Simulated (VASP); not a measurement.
```cif
data_structure
_symmetry_space_group_name_H-M 'P 1'
_symmetry_Int_Tables_number 1
_cell_length_a 2.3637
_cell_length_b 2.3637
_cell_length_c 8.8031
_cell_angle_alpha 90.000
_cell_angle_beta 90.000
_cell_angle_gamma 90.000
_cell_volume 49.18
loop_
_atom_site_label
_atom_site_type_symbol
_atom_site_fract_x
_atom_site_fract_y
_atom_site_fract_z
_atom_site_occupancy
S1 S 0.00000 0.00000 0.00000 1
S2 S 0.50000 0.50000 0.50000 1
```

Space group I4/mmm; a generated structure, not necessarily the stable one.

These are results of Kohn-Sham DFT of a periodic cell, PBE, VASP PAW PBE potentials, recommended in VASP 6.6.1, not measurements.

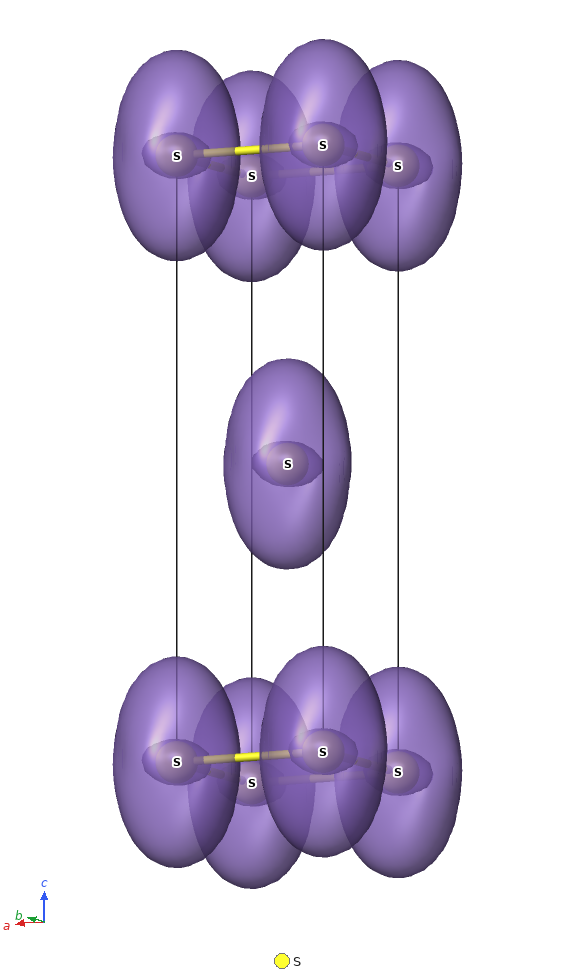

S. Isosurface of the electron localisation function at 0.7 (purple), seen at an oblique angle. Only the valence region is drawn (cores and ρ < 0.01 e/Å³ removed). Sticks mark near contacts.

What do the ELF domains correspond to?

Answer. At this value the surface marks out two regions wrapped around S (the valence shell of each), counted in one cell of 2 atoms. Any copies at cell faces, edges or corners count once. Along the contacts the grid gives the following. S–S (2.36 Å): the ELF peaks at about 0.80 in the valence shell of S, 0.7 Å from its nucleus, and drops to about 0.60 between the two atoms.
